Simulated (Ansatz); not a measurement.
Single-point calculation, with input and output: Ru

System: Ru (P6₃/mmc, 4 atoms in the cell).
Method: DFT, LDA, PAW with Ansatz's default frozen-core files, scalar-relativistic, no spin polarisation (Ansatz 0.2.0).

It belongs to a series of runs on one base structure; here: bulk in the slab's orientation, PAW files.

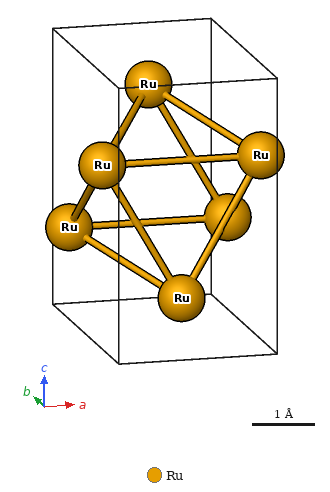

**Figure 1.** The structure as given in the input (ball-and-stick view of the cell of the calculation, seen slightly off an axis).

Input file:
```yaml
crystal:
  lattice:
    - [-1.3374664522, 2.3165598486, 0.0]
    - [0.0, 0.0, 4.2243485903]
    - [4.0123993565, 2.3165598486, 0.0]
  atoms:
    - { symbol: Ru, position: [0.5, 0.25, 0.166666667] }
    - { symbol: Ru, position: [0.0, 0.25, 0.666666667] }
    - { symbol: Ru, position: [0.0, 0.75, 0.333333333] }
    - { symbol: Ru, position: [0.5, 0.75, 0.833333333] }
kpoints:
  mp_grid: { grid: [14, 9, 8] }
scf:
  occupations: { method: fermi_dirac, width: 0.08 }
hamiltonian:
  xc: lda
  pseudopotentials: { kind: paw }
output:
  forces: true
  stress: true
  eigenvalues: true
  write_density: true
  write_potential: true
  elf: true
  volumetric_format: npy
```

Run on 2 threads of Arm Neoverse V2, 24 GiB of memory available, shared host.

Command:
```bash
ansatz run input.yaml --threads 2 --pin off --max-ram 4096MiB --backend cpu --events-out ev --progress --plain --runs-dir out
```

The program's output:
```
Engine: ansatz 0.2.0, aarch64-unknown-linux-gnu
Pseudopotentials: kind: paw
Pseudopotential: Ru, paw, valence charge 16, recommended cutoff 420 eV (normal), Ru.paw.azcp
Functional definition: SPW92
  exchange = slater_x
  correlation = pw_c
Crystal: 4 atoms, lattice volume = 52.354 Å³
Basis set: ecut = 420 eV, 1041 PW (Γ)
Bands: 39, of which v1, the nominal top of the filled ones, is band 32 counted from 1 (31 counted from 0)
Symmetry: 16 space group operations
Space group: P63/mmc (ITA 194), of the structure as read, at distance tolerance 3.7e-5 Å
k-points: 200 of 1008
Non-local potential: Ru, projectors of the file, l = 0: 3, l = 1: 2, l = 2: 2, l = 3: 1
PAW form: soft (Blöchl's): semilocal exchange-correlation on the pseudo side does not see the compensation charge
PAW frozen core: Ru, regenerated for the run's functional, and the local potential with it (the file was generated under x = pbe(κ = 0.804, μ = 0.2195149727645171), c = pbe(β = 0.06672455060314922))
PAW one-centre angular grid: Ru, 590 points (default); XC on 64 Gauss nodes
Initial density: superposition of atomic densities (neutral atoms: chi_scale 0, normalization atom), corrected by the library's trained network
Initial wavefunctions: pseudopotential atomic-orbital guess
Functional: x = slater, c = lda
SCF iter   1: F=—  HF=-23033.215863 eV  |F-HF|=—  |Δ(HF+E_count)|=         —  Δρ=1.03e-2  dr2=2.52e-2  ethr=1.77e-3  ⟨swp⟩=5.4  Hψ=27974  notcnv=0
preconditioner: auto → Kerker (q_TF=auto, 2.821 Å⁻¹)  [metal: Δε(μ)=0.013 eV  Ē_g=5.568 eV  σ=0.080 eV  W_gap=0.04  n_scr=20 (ndim 8)  ℏωp=29.0 eV  f_vac=0.000  D(μ)=3.11/eV (n_scr^D=38)]
SCF iter   2: F=—  HF=-23033.212791 eV  |F-HF|=—  |Δ(HF+E_count)|=   3.07e-3  Δρ=5.30e-3  dr2=5.50e-3  ethr=3.94e-5  ⟨swp⟩=2.5  Hψ=14236  notcnv=0
SCF iter   3: F=—  HF=-23033.212218 eV  |F-HF|=—  |Δ(HF+E_count)|=   5.73e-4  Δρ=7.18e-4  dr2=7.42e-5  ethr=8.59e-6  ⟨swp⟩=2.0  Hψ=11420  notcnv=0
SCF iter   4: F=—  HF=-23033.212241 eV  |F-HF|=—  |Δ(HF+E_count)|=   2.25e-5  Δρ=6.27e-5  dr2=1.22e-6  ethr=1.16e-7  ⟨swp⟩=2.4  Hψ=13078  notcnv=0
SCF iter   5: F=—  HF=-23033.212241 eV  |F-HF|=—  |Δ(HF+E_count)|=   7.66e-8  Δρ=1.99e-5  dr2=1.62e-7  ethr=1.91e-9  ⟨swp⟩=2.0  Hψ=14233  notcnv=0
SCF iter   6: F=-23033.212241 eV  HF=-23033.212241 eV  |F-HF|=2.07e-9  |Δ(HF+E_count)|=   3.69e-8  Δρ=3.76e-6  dr2=5.74e-9  ethr=1.56e-10  ⟨swp⟩=7.6  Hψ=44803  notcnv=0
SCF 1 converged in 6 iterations: F = -23033.212241 eV  dr2 = 5.74e-9
  greatest PAW one-centre occupation: 0.999 electrons in one spin orbital (limit 2), on the Ru atom at site 3 (counted from 0), in its partial waves of l = 0
SCF converged after 6 iterations
Free energy (F): -23033.212241 eV
Harris-Foulkes:  -23033.212241 eV  (|F-HF|=2.07e-9)
Internal energy: -23033.146182 eV  (E = F + TS)
E sigma→0 (E₀):  -23033.179211 eV
Entropy (-TS):   -0.066059 eV (-16.515 meV/atom)
Fermi energy:    24.287105 eV
--- Per-component energies (eV) ---
  E_band       = -167.634536
  E_kinetic    = 2063.052357
  E_local      = -4897.651076  (includes V_loc(G=0)·N_el)
  E_nonlocal   = 1393.417375
  E_hartree    = 1565.662882
  E_xc         = -760.695447
  E_vxc        = -958.952468  (∫ρ·V_xc dr)
  E_paw        = -13365.290886  (= ΣΔE_a)
  E_vpaw       = -898.825574  (= ΣTr[D̂ρ^β])
  E_aug_tail   = -0.001001  (compensation charges beyond the density's cutoff)
  E_ewald      = -9033.927127
  E_core_change = 2.286740  (= ΣΔE_core)
  E_smearing   = -0.066059  (= −TS)
  E_closure    = 0.000000  (closes the sum)
  Σ components = -23033.212241   (vs F -23033.212241, Δ=0.00e0)
--- Forces (eV/Å), atoms counted from 1 ---
  atom   1  Ru    -0.01064972    -0.00614862     0.00000000
  atom   2  Ru    -0.01064972    -0.00614862     0.00000000
  atom   3  Ru     0.01064972     0.00614862     0.00000000
  atom   4  Ru     0.01064972     0.00614862     0.00000000
  max |Σ_I F_I| component: 8.67e-19 eV/Å
--- Stress (GPa, compression-positive) ---
        0.105471      -0.182176       0.000000
       -0.182176       0.315830       0.000000
       -0.000000      -0.000000      -0.250504
  P = ⅓ Tr σ = 0.0569 GPa (0.569 kbar)
--- Band table (eV; the first three rows and the last of 200) ---
  k-point 0: bands = ["-48.7898", "-48.5839", "-48.5461", "-48.5041", "-19.4091", "-19.1975", "-18.9767", "-18.8591", "-18.6078", "-18.4355", "-18.3481", "-18.3448", "-18.2839", "-18.1539", "-18.1506", "-18.1010", "16.0234", "17.7511", "17.7841", "18.4774", "18.6444", "21.0713", "21.5188", "21.5201", "21.7312", "22.1142", "22.2513", "22.2526", "22.4101", "22.6889", "22.7951", "22.7968", "25.5465", "25.5483", "25.6354", "25.8027", "26.2541", "26.3555", "28.5584"]
  k-point 1: bands = ["-48.7831", "-48.5947", "-48.5434", "-48.5028", "-19.3939", "-19.1655", "-18.9474", "-18.8955", "-18.5985", "-18.4074", "-18.3805", "-18.3559", "-18.2784", "-18.1875", "-18.1549", "-18.1081", "16.1741", "17.8524", "17.8679", "18.5943", "18.6587", "21.1208", "21.2234", "21.6430", "21.9903", "22.1526", "22.1777", "22.1856", "22.3661", "22.5949", "22.6426", "22.7007", "24.3026", "25.5875", "25.6099", "26.0202", "26.3411", "27.0837", "27.4281"]
  k-point 2: bands = ["-48.7637", "-48.6220", "-48.5362", "-48.5026", "-19.3495", "-19.0740", "-18.9817", "-18.8632", "-18.5717", "-18.4729", "-18.3866", "-18.3448", "-18.2823", "-18.2628", "-18.1677", "-18.1294", "16.6040", "18.0372", "18.1781", "18.6655", "18.9413", "20.8085", "21.2659", "21.5977", "21.9823", "22.0083", "22.0763", "22.2655", "22.3210", "22.3965", "22.4517", "22.7021", "23.4348", "24.9985", "25.4304", "25.7604", "25.8919", "26.2960", "28.6836"]
  k-point 199: bands = ["-48.5509", "-48.5509", "-48.5370", "-48.5370", "-19.3095", "-19.3095", "-19.2643", "-19.2643", "-18.4782", "-18.4782", "-18.4685", "-18.4685", "-18.4220", "-18.4220", "-18.4015", "-18.4015", "17.7699", "17.7699", "18.0600", "18.0600", "19.3584", "19.3584", "19.6624", "19.6624", "22.7477", "22.7477", "23.5859", "23.5859", "24.1769", "24.1769", "25.3629", "25.3629", "26.0479", "26.0479", "26.1087", "26.1087", "27.2499", "27.2499", "28.3561"]
```

File rho_z.tsv:
```
# z_ang	rho[e/angstrom^3]
# format = ansatz-planar-average/11
# lattice	-1.337466452	2.316559849	0.000000000
# lattice	0.000000000	0.000000000	4.224348590
# lattice	4.012399356	2.316559849	0.000000000
# sites	4
# site	44	0.000000001	1.544373233	1.056087148
# site	44	2.674932906	1.544373233	1.056087148
# site	44	1.337466451	0.772186615	3.168261443
# site	44	2.674932903	3.088746464	3.168261443
0.000000	5.691794e-1
0.144785	6.473713e-1
0.289570	8.473593e-1
0.434355	1.094584e0
0.579140	1.313730e0
0.723925	1.473082e0
0.868710	1.590516e0
1.013495	1.674793e0
1.158280	1.707270e0
1.303065	1.674793e0
1.447850	1.590516e0
1.592635	1.473082e0
1.737420	1.313730e0
1.882205	1.094584e0
2.026990	8.473593e-1
2.171775	6.473713e-1
2.316560	5.691794e-1
2.461345	6.473713e-1
2.606130	8.473593e-1
2.750915	1.094584e0
2.895700	1.313730e0
3.040485	1.473082e0
3.185270	1.590516e0
3.330055	1.674793e0
3.474840	1.707270e0
3.619625	1.674793e0
3.764410	1.590516e0
3.909195	1.473082e0
4.053980	1.313730e0
4.198765	1.094584e0
4.343550	8.473593e-1
4.488335	6.473713e-1
```

File v_z.tsv:
```
# z_ang	v_es[eV]	v_tot[eV]
# format = ansatz-planar-average/11
# xc	lda
# density_cutoff_ev	1680
# datasets	Ru=:simpson_from_first_knot:soft:shift=-1722341
# lattice	-1.337466452	2.316559849	0.000000000
# lattice	0.000000000	0.000000000	4.224348590
# lattice	4.012399356	2.316559849	0.000000000
# sites	4
# site	44	0.000000001	1.544373233	1.056087148
# site	44	2.674932906	1.544373233	1.056087148
# site	44	1.337466451	0.772186615	3.168261443
# site	44	2.674932903	3.088746464	3.168261443
0.000000	1.814829e1	5.447642e0
0.144785	1.712410e1	4.272828e0
0.289570	1.456284e1	1.311139e0
0.434355	1.143792e1	-2.347994e0
0.579140	8.424122e0	-5.933681e0
0.723925	5.728606e0	-9.201900e0
0.868710	3.440101e0	-1.202892e1
1.013495	1.869163e0	-1.400713e1
1.158280	1.307277e0	-1.472300e1
1.303065	1.869163e0	-1.400713e1
1.447850	3.440101e0	-1.202892e1
1.592635	5.728606e0	-9.201900e0
1.737420	8.424122e0	-5.933681e0
1.882205	1.143792e1	-2.347994e0
2.026990	1.456284e1	1.311139e0
2.171775	1.712410e1	4.272828e0
2.316560	1.814829e1	5.447642e0
2.461345	1.712410e1	4.272828e0
2.606130	1.456284e1	1.311139e0
2.750915	1.143792e1	-2.347994e0
2.895700	8.424122e0	-5.933681e0
3.040485	5.728606e0	-9.201900e0
3.185270	3.440101e0	-1.202892e1
3.330055	1.869163e0	-1.400713e1
3.474840	1.307277e0	-1.472300e1
3.619625	1.869163e0	-1.400713e1
3.764410	3.440101e0	-1.202892e1
3.909195	5.728606e0	-9.201900e0
4.053980	8.424122e0	-5.933681e0
4.198765	1.143792e1	-2.347994e0
4.343550	1.456284e1	1.311139e0
4.488335	1.712410e1	4.272828e0
```

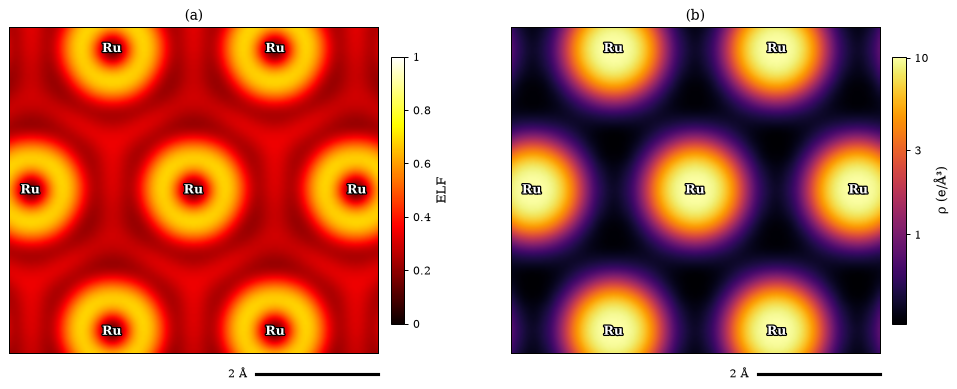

**Figure 2.** (a) electron localisation function; (b) valence charge density (pseudo) on the (010) plane of the calculation cell. Ru–Ru (2.67 Å): ρ at the midpoint is about 0.41 e/Å³; the ELF is about 0.30 at the midpoint; no shared electron pair. Away from the nuclei the density in this plane falls to 0.31 e/Å³ at its lowest. The strong features right at Ru lie inside the PAW spheres (semicore, d or f shells) and say nothing about bonding. In a PAW calculation such maps are meaningful between the atoms, not at the nuclei.

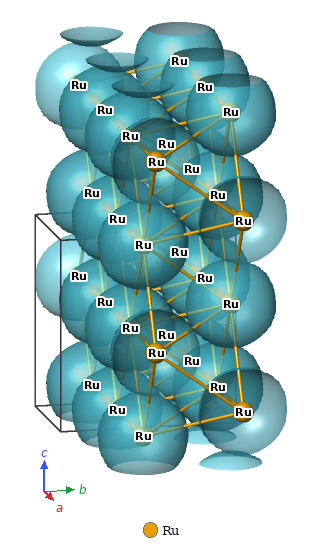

**Figure 3.** Isosurface of the valence charge density (pseudo) at 0.6 e/Å³ (cyan), seen slightly off an axis. Sticks mark near contacts. The outline is the calculation cell. At this value the density breaks into separate islands; it holds about 80 % of the electrons treated as valence (semicore included). It is pinched off along the Ru–Ru (2.62 Å) and Ru–Ru (2.67 Å) contacts. On the grid the lowest density along these lines, outside the cores, is 0.46 e/Å³ (Ru–Ru, 2.62 Å) and 0.41 e/Å³ (Ru–Ru, 2.67 Å).

Summary:

- outcome: converged
- space group (tolerance 0.01 Å): P6₃/mmc (194)
- electrons treated: 64
- free energy: −23033.2122 eV
- Fermi energy: 24.287 eV
- pressure: 0.06 GPa
- largest force (length of the vector): 0.012 eV/Å
- wall time: 10 s (CPU time 20 s)
- peak memory: 0.52 GiB
